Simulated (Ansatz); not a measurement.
# Al3P2: one candidate of a structure search

The task: take a trial cell of Al3P2 to zero force and stress.

Program: Ansatz 0.2.0. Level of theory: DFT PBE, scalar-relativistic, plane waves, PAW. These are calculated values, not measurements.

**1. Starting point**

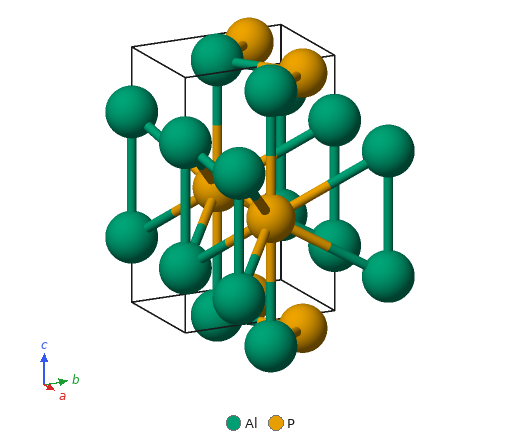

Start, viewed slightly off an axis; aluminium teal, phosphorus amber. 2×1×1 cells are drawn. Atoms on the faces are drawn again on the opposite ones.

Coordinates:

```
Al P
1.0
     4.25388    0.00000    0.00000
    -2.12694    3.68397    0.00000
     0.00000    0.00000    5.22361
Al P
3 2
Direct
  0.00000 0.00000 0.74540
  0.00000 0.00000 0.25460
  0.66667 0.33333 0.00000
  0.66667 0.33333 0.50000
  0.33333 0.66667 0.00000
```

The cell is invented: species swapped into a database cell of Fe3Ge2 (P-6m2, No. 187), with Al on the Fe sites and P on the Ge sites. The dimensions are guesses.

**2. The guess as it stands, on a coarse mesh**

Input file input.yaml:

```yaml
crystal:
  lattice:
    - [4.25387678, 0.0, 0.0]
    - [-2.12693839, 3.68396536, 0.0]
    - [0.0, 0.0, 5.22360654]
  atoms:
    - { symbol: Al, position: [0.0, 0.0, 0.74540001] }
    - { symbol: Al, position: [0.0, 0.0, 0.25459999] }
    - { symbol: Al, position: [0.66666667, 0.33333333, 0.0] }
    - { symbol: P, position: [0.66666667, 0.33333333, 0.5] }
    - { symbol: P, position: [0.33333333, 0.66666667, 0.0] }
basis:
  ecutwfc: 420
kpoints:
  mp_grid: { grid: [6, 6, 4] }
hamiltonian:
  xc: pbe
scf:
  occupations: { method: gaussian, width: 0.1 }
  lower_state_search: "off"
output:
  forces: true
  stress: true
  eigenvalues: true
```

On the command line:

```bash
ansatz run input.yaml --threads 1 --pin off --max-ram 2560MiB --backend cpu --events-out ev --progress --plain --runs-dir out
```

Output, shortened:

```text
Warning: RAYON_NUM_THREADS=1 ignored (pool sized by the plan → 1); use --threads N
[...]
Pseudopotentials: kind: paw
Pseudopotential: Al, paw, valence charge 3, recommended cutoff 420 eV (normal), Al.paw.azcp
Pseudopotential: P, paw, valence charge 5, recommended cutoff 420 eV (normal), P.paw.azcp
Functional definition: PBE
[...]
Crystal: 5 atoms, lattice volume = 81.860 Å³
Basis set: ecut = 420 eV, 1595 PW (Γ), exchange–correlation on 60×60×72 points (8 copies of the dense FFT grid, shifted against one another)
Bands: 15, of which v1, the nominal top of the filled ones, is band 10 counted from 1 (9 counted from 0)
Symmetry: 12 space group operations
Space group: P-6m2 (ITA 187), of the structure as read, at distance tolerance 4.3e-5 Å
[...]
Entropy (-TS):   -0.006333 eV (-1.267 meV/atom)
Fermi energy:    8.530378 eV
[...]
--- Forces (eV/Å), atoms counted from 1 ---
  atom   1  Al     0.00000000     0.00000000    -0.35267434
  atom   2  Al     0.00000000     0.00000000     0.35267434
  atom   3  Al    -0.00000000     0.00000000     0.00000000
  atom   4  P     -0.00000000     0.00000000     0.00000000
  atom   5  P     -0.00000000     0.00000000     0.00000000
[...]
--- Stress (GPa, compression-positive) ---
        1.580300       0.000000      -0.000000
        0.000000       1.580300      -0.000000
       -0.000000      -0.000000       6.724528
  P = ⅓ Tr σ = 3.2950 GPa (32.950 kbar)
--- Band table (eV; the first three rows and the last of 21) ---
  k-point 0: bands = ["-5.1272", "-1.7117", "1.6105", "4.7852", "4.7852", "5.6047", "5.6047", "5.8592", "6.4559", "8.5196", "9.2598", "9.2598", "11.3935", "11.8752", "11.8752"]
[...]
```

Run time: 2.3 s. Hardware: 1 thread of Intel Xeon Platinum 8488C (Sapphire Rapids), shared host; peak memory 0.39 GiB.

The probe gives pressure 3.3 GPa, largest force 0.35 eV/Å, gap on this mesh none (metal). The coarse relaxation is skipped.

**3. Full relaxation**

input.yaml: that of step 2 with these lines changed.

```diff
@@ -14,3 +14,3 @@
 kpoints:
-  mp_grid: { grid: [6, 6, 4] }
+  mp_grid: { grid: [12, 12, 8] }
 hamiltonian:
@@ -19,3 +19,2 @@
   occupations: { method: gaussian, width: 0.1 }
-  lower_state_search: "off"
 output:
@@ -24 +23,6 @@
   eigenvalues: true
+relax:
+  adjacent_minimum: "off"
+  f_tol: 0.01
+  max_steps: 80
+  cell: { stress_tol: 0.05 }
```

On the command line:

```bash
ansatz run input.yaml --threads 1 --pin off --max-ram 2560MiB --backend cpu --events-out ev --progress --plain --runs-dir out
```

Output:

```text
Warning: RAYON_NUM_THREADS=1 ignored (pool sized by the plan → 1); use --threads N
Engine: ansatz 0.2.0, x86_64-unknown-linux-gnu
[... 4 set-up lines as earlier in the session ...]
  parameter kappa = 0.804
  parameter beta = 0.06672455060314922
  exchange = pbe_x(kappa = kappa, mu = beta*pi^2/3)
  correlation = pbe_c(beta = beta)
Crystal: 5 atoms, lattice volume = 81.860 Å³
Basis set: ecut = 420 eV, 1595 PW (Γ), exchange–correlation on 60×60×72 points (8 copies of the dense FFT grid, shifted against one another)
Bands: 15, of which v1, the nominal top of the filled ones, is band 10 counted from 1 (9 counted from 0)
[... 2 set-up lines as earlier in the session ...]
k-points: 95 of 1152 (time reversal used)
Non-local potential: Al, projectors of the file, l = 0: 2, l = 1: 2, l = 2: 1
Non-local potential: P, projectors of the file, l = 0: 2, l = 1: 2, l = 2: 2
PAW form: soft (Blöchl's): semilocal exchange-correlation on the pseudo side does not see the compensation charge
PAW one-centre angular grid: Al, 110 points (default); XC on 64 Gauss nodes
PAW one-centre angular grid: P, 110 points (default); XC on 64 Gauss nodes
Initial density: superposition of atomic densities (neutral atoms: chi_scale 0, normalization atom), corrected by the library's trained network
Initial wavefunctions: pseudopotential atomic-orbital guess
Functional: x = pbe(κ = 0.804, μ = 0.2195149727645171), c = pbe(β = 0.06672455060314922)
SCF iter   1: F=—  HF=-3123.378241 eV  |F-HF|=—  |Δ(HF+E_count)|=         —  Δρ=3.98e-3  dr2=4.11e-2  ethr=1.77e-3  ⟨swp⟩=7.5  Hψ=10347  notcnv=0
preconditioner: auto → Kerker (q_TF=auto, 2.139 Å⁻¹)  [metal: Δε(μ)=0.024 eV  Ē_g=8.125 eV  σ=0.100 eV  W_gap=0.13  n_scr=20 (ndim 8)  ℏωp=17.9 eV  f_vac=0.000  D(μ)=1.93/eV (n_scr^D=8)]
SCF iter   2: F=—  HF=-3123.372229 eV  |F-HF|=—  |Δ(HF+E_count)|=   6.01e-3  Δρ=1.63e-3  dr2=5.67e-3  ethr=2.17e-4  ⟨swp⟩=1.0  Hψ=2186  notcnv=0
SCF iter   3: F=—  HF=-3123.371440 eV  |F-HF|=—  |Δ(HF+E_count)|=   7.89e-4  Δρ=4.96e-4  dr2=2.10e-4  ethr=2.98e-5  ⟨swp⟩=2.4  Hψ=1888  notcnv=0
SCF iter   4: F=—  HF=-3123.371442 eV  |F-HF|=—  |Δ(HF+E_count)|=   1.71e-6  Δρ=7.89e-5  dr2=5.15e-6  ethr=1.10e-6  ⟨swp⟩=2.2  Hψ=2252  notcnv=0
SCF iter   5: F=—  HF=-3123.371461 eV  |F-HF|=—  |Δ(HF+E_count)|=   1.88e-5  Δρ=2.34e-5  dr2=5.47e-7  ethr=2.71e-8  ⟨swp⟩=2.9  Hψ=2355  notcnv=0
SCF iter   6: F=-3123.371461 eV  HF=-3123.371461 eV  |F-HF|=7.89e-9  |Δ(HF+E_count)|=   2.81e-7  Δρ=4.45e-6  dr2=2.88e-8  ethr=5.26e-10  ⟨swp⟩=9.0  Hψ=7820  notcnv=0
SCF 1 converged in 6 iterations: F = -3123.371461 eV  dr2 = 2.88e-8
relax step   1: F+E_penalty+E_count = -3123.37146087 eV  Δ(F+E_penalty+E_count) = +0.000e0 eV  max|allowed force component| = 2.864e-1 eV/Å  Δτ_max = 0.0000 Å  P = +3.252 GPa  Ω = 81.860 Å³  (6 SCF iters, dr2 threshold 1.00e-7 eV, accepted)
Crystal: 5 atoms, lattice volume = 84.455 Å³
Basis set: ecut = 420 eV, 1655 PW (Γ), exchange–correlation on 60×60×72 points (8 copies of the dense FFT grid, shifted against one another)
Initial density: handed on by an earlier stage of this run
Initial wavefunctions: those handed on with the density
iter 1 solved again at ethr=1.32e-4 eV; its pass at ethr=3.10e-3 eV (dr2=2.50e-2 eV) is discarded
SCF iter   1: F=—  HF=-3123.459363 eV  |F-HF|=—  |Δ(HF+E_count)|=         —  Δρ=3.01e-3  dr2=2.50e-2  ethr=1.32e-4  ⟨swp⟩=1.1  Hψ=10917  notcnv=0
preconditioner: auto → Kerker (q_TF=auto, 2.128 Å⁻¹)  [metal: Δε(μ)=0.024 eV  Ē_g=7.989 eV  σ=0.100 eV  W_gap=0.14  n_scr=20 (ndim 8)  ℏωp=17.6 eV  f_vac=0.000  D(μ)=2.43/eV (n_scr^D=20)]
SCF iter   2: F=—  HF=-3123.454770 eV  |F-HF|=—  |Δ(HF+E_count)|=   4.59e-3  Δρ=1.69e-3  dr2=6.76e-3  ethr=1.31e-4  ⟨swp⟩=1.0  Hψ=1426  notcnv=0
SCF iter   3: F=—  HF=-3123.452957 eV  |F-HF|=—  |Δ(HF+E_count)|=   1.81e-3  Δρ=3.39e-4  dr2=2.47e-4  ethr=3.56e-5  ⟨swp⟩=2.1  Hψ=2142  notcnv=0
SCF iter   4: F=—  HF=-3123.452935 eV  |F-HF|=—  |Δ(HF+E_count)|=   2.24e-5  Δρ=1.11e-4  dr2=2.21e-5  ethr=1.30e-6  ⟨swp⟩=2.0  Hψ=2204  notcnv=0
SCF iter   5: F=—  HF=-3123.452942 eV  |F-HF|=—  |Δ(HF+E_count)|=   7.06e-6  Δρ=3.99e-5  dr2=2.94e-6  ethr=1.16e-7  ⟨swp⟩=2.7  Hψ=2309  notcnv=0
SCF iter   6: F=-3123.452944 eV  HF=-3123.452944 eV  |F-HF|=7.61e-8  |Δ(HF+E_count)|=   1.70e-6  Δρ=9.93e-6  dr2=1.43e-7  ethr=2.63e-9  ⟨swp⟩=7.3  Hψ=7837  notcnv=0
SCF 2 converged in 6 iterations: F = -3123.452944 eV  dr2 = 1.43e-7
relax step   2: F+E_penalty+E_count = -3123.45294380 eV  Δ(F+E_penalty+E_count) = -8.148e-2 eV  max|allowed force component| = 1.380e-1 eV/Å  Δτ_max = 0.0197 Å  P = +0.616 GPa  Ω = 84.455 Å³  energy of the carried Pulay correction = -6.937e-4 eV  (6 SCF iters, dr2 threshold 5.00e-7 eV, accepted)
Crystal: 5 atoms, lattice volume = 85.485 Å³
Basis set: ecut = 420 eV, 1645 PW (Γ), exchange–correlation on 60×60×72 points (8 copies of the dense FFT grid, shifted against one another)
iter 1 solved again at ethr=8.69e-5 eV; its pass at ethr=3.10e-3 eV (dr2=1.65e-2 eV) is discarded
SCF iter   1: F=—  HF=-3123.499109 eV  |F-HF|=—  |Δ(HF+E_count)|=         —  Δρ=2.76e-3  dr2=1.66e-2  ethr=8.69e-5  ⟨swp⟩=1.2  Hψ=11042  notcnv=0
preconditioner: auto → Kerker (q_TF=auto, 2.123 Å⁻¹)  [metal: Δε(μ)=0.016 eV  Ē_g=7.959 eV  σ=0.100 eV  W_gap=0.09  n_scr=20 (ndim 8)  ℏωp=17.5 eV  f_vac=0.000  D(μ)=2.80/eV (n_scr^D=22)]
SCF iter   2: F=—  HF=-3123.496313 eV  |F-HF|=—  |Δ(HF+E_count)|=   2.80e-3  Δρ=1.58e-3  dr2=4.57e-3  ethr=8.69e-5  ⟨swp⟩=1.0  Hψ=1425  notcnv=0
SCF iter   3: F=—  HF=-3123.495203 eV  |F-HF|=—  |Δ(HF+E_count)|=   1.11e-3  Δρ=2.74e-4  dr2=1.18e-4  ethr=2.41e-5  ⟨swp⟩=2.1  Hψ=2103  notcnv=0
SCF iter   4: F=—  HF=-3123.495257 eV  |F-HF|=—  |Δ(HF+E_count)|=   5.36e-5  Δρ=6.55e-5  dr2=5.55e-6  ethr=6.20e-7  ⟨swp⟩=2.2  Hψ=2240  notcnv=0
SCF iter   5: F=—  HF=-3123.495258 eV  |F-HF|=—  |Δ(HF+E_count)|=   1.52e-6  Δρ=2.10e-5  dr2=9.28e-7  ethr=2.63e-9  ⟨swp⟩=8.0  Hψ=8204  notcnv=0
SCF iter   6: F=-3123.495259 eV  HF=-3123.495259 eV  |F-HF|=3.20e-8  |Δ(HF+E_count)|=   3.77e-7  Δρ=7.18e-6  dr2=9.59e-8  ethr=2.63e-9  ⟨swp⟩=5.0  Hψ=5901  notcnv=0
SCF 3 converged in 6 iterations: F = -3123.495259 eV  dr2 = 9.59e-8
relax step   3: F+E_penalty+E_count = -3123.49525854 eV  Δ(F+E_penalty+E_count) = -4.231e-2 eV  max|allowed force component| = 8.828e-2 eV/Å  Δτ_max = 0.0232 Å  P = -0.115 GPa  Ω = 85.485 Å³  energy of the carried Pulay correction = -9.633e-4 eV  (6 SCF iters, dr2 threshold 5.00e-7 eV, accepted)
[... from here on, the SCF cycles and remarks between the steps are left out ...]
relax step   4: F+E_penalty+E_count = -3123.53634062 eV  Δ(F+E_penalty+E_count) = -4.108e-2 eV  max|allowed force component| = 4.493e-2 eV/Å  Δτ_max = 0.0321 Å  P = +0.455 GPa  Ω = 85.343 Å³  energy of the carried Pulay correction = -9.263e-4 eV  (5 SCF iters, dr2 threshold 5.00e-7 eV, accepted)
relax step   5: F+E_penalty+E_count = -3123.59559590 eV  Δ(F+E_penalty+E_count) = -5.926e-2 eV  max|allowed force component| = 5.901e-2 eV/Å  Δτ_max = 0.0343 Å  P = +0.798 GPa  Ω = 85.854 Å³  energy of the carried Pulay correction = -1.059e-3 eV  (5 SCF iters, dr2 threshold 5.00e-7 eV, accepted)
relax step   6: F+E_penalty+E_count = -3123.62055948 eV  Δ(F+E_penalty+E_count) = -2.496e-2 eV  max|allowed force component| = 8.403e-2 eV/Å  Δτ_max = 0.0305 Å  P = +1.051 GPa  Ω = 86.993 Å³  energy of the carried Pulay correction = -1.352e-3 eV  (5 SCF iters, dr2 threshold 5.00e-7 eV, accepted)
relax step   7: F+E_penalty+E_count = -3123.62438645 eV  Δ(F+E_penalty+E_count) = -3.827e-3 eV  max|allowed force component| = 2.469e-2 eV/Å  Δτ_max = 0.0036 Å  P = +0.050 GPa  Ω = 88.040 Å³  energy of the carried Pulay correction = -1.618e-3 eV  (5 SCF iters, dr2 threshold 5.00e-7 eV, accepted)
relax step   8: F+E_penalty+E_count = -3123.62444481 eV  Δ(F+E_penalty+E_count) = -5.836e-5 eV  max|allowed force component| = 6.867e-3 eV/Å  Δτ_max = 0.0014 Å  P = -0.001 GPa  Ω = 88.093 Å³  energy of the carried Pulay correction = -1.631e-3 eV  (4 SCF iters, dr2 threshold 3.81e-8 eV, accepted)
relax step   9: F+E_penalty+E_count = -3123.64519848 eV  Δ(F+E_penalty+E_count) = -2.075e-2 eV  max|allowed force component| = 3.378e-3 eV/Å  Δτ_max = 0.0000 Å  P = +0.237 GPa  Ω = 88.093 Å³  stress off target by 6.65e-1 GPa  SCF on the basis re-selected at this cell (its energy is not comparable with the rows above)  (6 SCF iters)
relax step  10: F+E_penalty+E_count = -3123.64783734 eV  Δ(F+E_penalty+E_count) = -2.639e-3 eV  max|allowed force component| = 1.382e-2 eV/Å  Δτ_max = 0.0063 Å  P = +0.047 GPa  Ω = 88.627 Å³  energy of the carried Pulay correction = -1.310e-4 eV  (4 SCF iters, dr2 threshold 5.00e-7 eV, accepted)
relax step  11: F+E_penalty+E_count = -3123.65541855 eV  Δ(F+E_penalty+E_count) = -7.581e-3 eV  max|allowed force component| = 3.016e-2 eV/Å  Δτ_max = 0.0135 Å  P = -0.181 GPa  Ω = 89.746 Å³  energy of the carried Pulay correction = -4.341e-4 eV  (5 SCF iters, dr2 threshold 5.00e-7 eV, accepted)
relax step  12: F+E_penalty+E_count = -3123.64705609 eV  Δ(F+E_penalty+E_count) = +8.362e-3 eV  max|allowed force component| = 2.313e-1 eV/Å  Δτ_max = 0.0153 Å  P = +0.250 GPa  Ω = 90.772 Å³  energy of the carried Pulay correction = -7.499e-4 eV  (6 SCF iters, dr2 threshold 4.44e-7 eV, rejected (line search))
relax step  13: F+E_penalty+E_count = -3123.65724132 eV  Δ(F+E_penalty+E_count) = -1.823e-3 eV  max|allowed force component| = 1.466e-2 eV/Å  Δτ_max = 0.0133 Å  P = -0.037 GPa  Ω = 90.321 Å³  energy of the carried Pulay correction = -6.056e-4 eV  (9 SCF iters, accepted)
relax step  14: F+E_penalty+E_count = -3123.65745003 eV  Δ(F+E_penalty+E_count) = -2.087e-4 eV  max|allowed force component| = 5.604e-3 eV/Å  Δτ_max = 0.0040 Å  P = -0.002 GPa  Ω = 90.118 Å³  energy of the carried Pulay correction = -5.446e-4 eV  (5 SCF iters, dr2 threshold 1.34e-8 eV, accepted)
relax step  15: F+E_penalty+E_count = -3123.65864202 eV  Δ(F+E_penalty+E_count) = -1.192e-3 eV  max|allowed force component| = 6.168e-3 eV/Å  Δτ_max = 0.0000 Å  P = +0.008 GPa  Ω = 90.118 Å³  stress off target by 5.08e-2 GPa  SCF on the basis re-selected at this cell (its energy is not comparable with the rows above)  (6 SCF iters)
relax step  16: F+E_penalty+E_count = -3123.65835832 eV  Δ(F+E_penalty+E_count) = +2.837e-4 eV  max|allowed force component| = 4.233e-2 eV/Å  Δτ_max = 0.0017 Å  P = -0.146 GPa  Ω = 90.369 Å³  energy of the carried Pulay correction = -5.632e-5 eV  (5 SCF iters, dr2 threshold 6.45e-9 eV, rejected (line search))
relax step  17: F+E_penalty+E_count = -3123.65864728 eV  Δ(F+E_penalty+E_count) = -5.255e-6 eV  max|allowed force component| = 1.038e-3 eV/Å  Δτ_max = 0.0004 Å  P = +0.004 GPa  Ω = 90.164 Å³  energy of the carried Pulay correction = -1.010e-5 eV  (7 SCF iters, accepted)
iter 1 solved again at ethr=1.12e-7 eV; its pass at ethr=3.10e-3 eV (dr2=2.13e-5 eV) is discarded
SCF iter   1: F=—  HF=-3123.658649 eV  |F-HF|=—  |Δ(HF+E_count)|=         —  Δρ=2.87e-6  dr2=9.63e-9  ethr=1.12e-7  ⟨swp⟩=4.1  Hψ=15523  notcnv=0
preconditioner: auto → Kerker (q_TF=auto, 2.105 Å⁻¹)  [metal: Δε(μ)=0.013 eV  Ē_g=7.860 eV  σ=0.100 eV  W_gap=0.08  n_scr=22 (ndim 8)  ℏωp=17.0 eV  f_vac=0.000  D(μ)=2.16/eV (n_scr^D=22)]
SCF iter   2: F=—  HF=-3123.658658 eV  |F-HF|=—  |Δ(HF+E_count)|=   9.01e-6  Δρ=1.32e-6  dr2=1.82e-9  ethr=5.07e-11  ⟨swp⟩=3.2  Hψ=3244  notcnv=0
SCF iter   3: F=—  HF=-3123.658658 eV  |F-HF|=—  |Δ(HF+E_count)|=  6.37e-11  Δρ=9.33e-7  dr2=9.15e-10  ethr=9.59e-12  ⟨swp⟩=1.0  Hψ=1427  notcnv=0
SCF iter   4: F=—  HF=-3123.658658 eV  |F-HF|=—  |Δ(HF+E_count)|=  9.96e-11  Δρ=3.14e-7  dr2=1.16e-10  ethr=4.82e-12  ⟨swp⟩=1.9  Hψ=2018  notcnv=0
SCF iter   5: F=-3123.658658 eV  HF=-3123.658658 eV  |F-HF|=2.09e-11  |Δ(HF+E_count)|=  7.73e-12  Δρ=1.68e-7  dr2=3.77e-11  ethr=1.00e-12  ⟨swp⟩=6.6  Hψ=7134  notcnv=0
SCF 18 converged in 5 iterations: F = -3123.658658 eV  dr2 = 3.77e-11
relax step  18: F+E_penalty+E_count = -3123.65865799 eV  Δ(F+E_penalty+E_count) = -1.071e-5 eV  max|allowed force component| = 1.030e-3 eV/Å  Δτ_max = 0.0000 Å  P = +0.004 GPa  Ω = 90.164 Å³  stress off target by 4.18e-3 GPa  SCF on the basis re-selected at this cell (its energy is not comparable with the rows above)  (5 SCF iters)
basis re-selected at this cell: Δ(F+E_penalty+E_count) = -1.071e-5 eV, ΔP = -0.000 GPa vs the last step (what re-selecting the basis moved, of the pressure what is left beyond the Pulay correction that the steps carried, after the strain that the cell walked since its last selection, with what the two solves' SCF thresholds leave and, on support functions, any second-order correction that the steps lacked; it is no measure of the basis error at this ecutwfc). This SCF's stress stands 4.18e-3 GPa from its target on what of the cell is left free (relax.cell.stress_tol is 5.00e-2 GPa) and its largest allowed force component is 1.03e-3 eV/Å (relax.f_tol is 1.00e-2 eV/Å): within both
SCF converged after 5 iterations
Free energy (F): -3123.658658 eV
Harris-Foulkes:  -3123.658658 eV  (|F-HF|=2.09e-11)
Internal energy: -3123.647876 eV  (E = F + TS)
E sigma→0 (E₀):  -3123.653267 eV
Entropy (-TS):   -0.010782 eV (-2.156 meV/atom)
Fermi energy:    7.656173 eV
--- Per-component energies (eV) ---
  E_band       = 39.737151
  E_kinetic    = 206.149072
  E_local      = -111.621672  (includes V_loc(G=0)·N_el)
  E_nonlocal   = 99.359369
  E_hartree    = 39.403505
  E_xc         = -241.207577
  E_vxc        = -207.134605  (∫ρ·V_xc dr)
  E_paw        = -2540.379383  (= ΣΔE_a)
  E_vpaw       = -25.822000  (= ΣTr[D̂ρ^β])
  E_aug_tail   = 0.000000  (compensation charges beyond the density's cutoff)
  E_ewald      = -575.351190
  E_smearing   = -0.010782  (= −TS)
  E_closure    = -0.000000  (closes the sum)
  Σ components = -3123.658658   (vs F -3123.658658, Δ=0.00e0)
--- Forces (eV/Å), atoms counted from 1 ---
  atom   1  Al     0.00000000     0.00000000    -0.00103013
  atom   2  Al     0.00000000     0.00000000     0.00103013
  atom   3  Al    -0.00000000    -0.00000000     0.00000000
  atom   4  P     -0.00000000    -0.00000000     0.00000000
  atom   5  P     -0.00000000    -0.00000000     0.00000000
  max |Σ_I F_I| component: 2.85e-16 eV/Å
--- Stress (GPa, compression-positive) ---
        0.003557       0.000000      -0.000000
        0.000000       0.003557      -0.000000
       -0.000000      -0.000000       0.004177
  P = ⅓ Tr σ = 0.0038 GPa (0.038 kbar)
--- Band table (eV; the first three rows and the last of 95) ---
  k-point 0: bands = ["-5.6766", "-3.7334", "0.1107", "4.5275", "4.5275", "5.7615", "5.7615", "6.1221", "6.3327", "7.2065", "8.7438", "8.7438", "10.6396", "11.2548", "11.2548"]
  k-point 1: bands = ["-5.6448", "-3.8292", "0.3008", "4.5335", "4.5335", "5.3631", "5.7693", "5.7693", "6.8814", "7.2409", "8.6571", "8.6571", "10.6540", "10.8771", "10.8771"]
  k-point 2: bands = ["-5.5570", "-4.0558", "0.8147", "4.3978", "4.5481", "4.5481", "5.7886", "5.7886", "7.1969", "7.4018", "8.4720", "8.4720", "10.5327", "10.5327", "10.5741"]
  k-point 94: bands = ["-3.5858", "-2.8097", "0.0203", "0.5165", "0.7393", "2.4270", "5.1498", "5.6852", "6.8949", "7.2943", "7.4511", "8.7022", "10.7277", "11.6010", "11.6082"]
--- Relaxed structure (15 steps of the walk, 13 accepted, 3 SCFs on fresh bases) ---
  F+E_penalty+E_count = -3123.65865799 eV   max|allowed force component| = 1.030e-3 eV/Å   (the final SCF, on the basis selected at the relaxed cell)
  cell:  # Å, volume = 90.1642 Å³
    - [3.9935776383619297, -2.88990102869454e-17, 1.4874589246595012e-32]
    - [-1.9967888191809648, 3.458539686806895, 1.9857353276747978e-33]
    - [1.826545658115165e-32, 1.3361200797206067e-32, 6.527986797859334]
  atoms:
    - { symbol: Al, position: [1.7763568307148537e-17, -3.700743411970603e-17, 0.7139429166269868] }
    - { symbol: Al, position: [1.7763568307148534e-17, -3.700743411970603e-17, 0.28605708337301333] }
    - { symbol: Al, position: [0.6666666666666667, 0.3333333333333335, -3.653023651307566e-19] }
    - { symbol: P, position: [0.6666666666666667, 0.3333333333333335, 0.5] }
    - { symbol: P, position: [0.3333333333333334, 0.6666666666666669, -3.653023651307566e-19] }
```

It took 3.8 min on 1 thread of Intel Xeon Platinum 8488C (Sapphire Rapids), shared host; peak memory 0.53 GiB.

The steps of the relaxation:

| step | energy from step 1 (eV/cell) | largest force component (eV/Å) | pressure (GPa) | volume (Å³) |
| --- | --- | --- | --- | --- |
| 1 | 0.0000 | 0.2864 | 3.25 | 81.86 |
| 2 | -0.0815 | 0.1380 | 0.62 | 84.45 |
| 3 | -0.1238 | 0.0883 | -0.12 | 85.49 |
| 4 | -0.1649 | 0.0449 | 0.45 | 85.34 |
| 5 | -0.2241 | 0.0590 | 0.80 | 85.85 |
| 6 | -0.2491 | 0.0840 | 1.05 | 86.99 |
| 7 | -0.2529 | 0.0247 | 0.05 | 88.04 |
| 8 | -0.2530 | 0.0069 | 0.00 | 88.09 |
| 9 | -0.2737 | 0.0034 | 0.24 | 88.09 |
| 10 | -0.2764 | 0.0138 | 0.05 | 88.63 |
| 11 | -0.2840 | 0.0302 | -0.18 | 89.75 |
| 12 | -0.2756 | 0.2313 | 0.25 | 90.77 |
| 13 | -0.2858 | 0.0147 | -0.04 | 90.32 |
| 14 | -0.2860 | 0.0056 | 0.00 | 90.12 |
| 15 | -0.2872 | 0.0062 | 0.01 | 90.12 |
| 16 | -0.2869 | 0.0423 | -0.15 | 90.37 |
| 17 | -0.2872 | 0.0010 | 0.00 | 90.16 |
| 18 | -0.2872 | 0.0010 | 0.00 | 90.16 |

Step 1 is the start. Steps 9, 15, 18 each repeat the geometry before them on a plane-wave basis chosen anew, so the energy can jump there without any move. Steps 12, 16 were tried and not accepted.

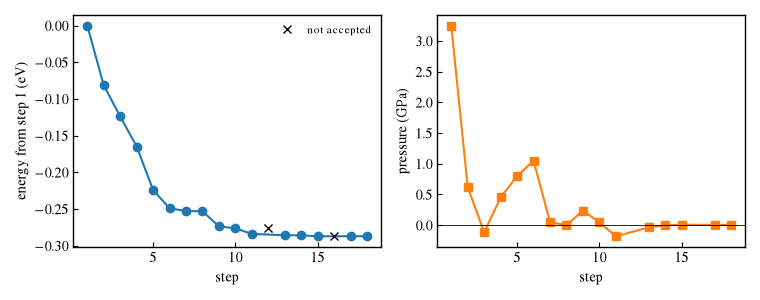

Energy and pressure along the relaxation.

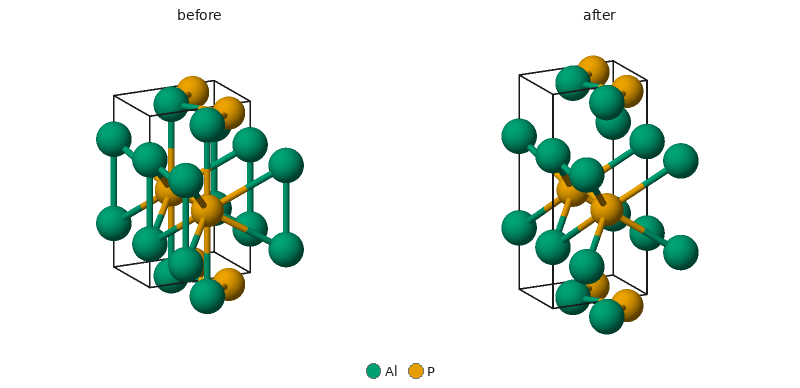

The structure before (left) and after (right) the relaxation, drawn at the same scale.

|  | before | after | change |
| --- | --- | --- | --- |
| a (Å) | 4.254 | 3.994 | -6.1 % |
| b (Å) | 4.254 | 3.994 | -6.1 % |
| c (Å) | 5.224 | 6.528 | +25.0 % |
| volume (Å³/atom) | 16.37 | 18.03 | +10.1 % |
| shortest distance (Å) | 2.456 | 2.306 | -6.1 % |
| space group (0.01 Å) | P-6m2 | P-6m2 | same |

The run keeps the 12 symmetry operations of the start, so it could not have lowered the symmetry.

[end of part 1 of 2]
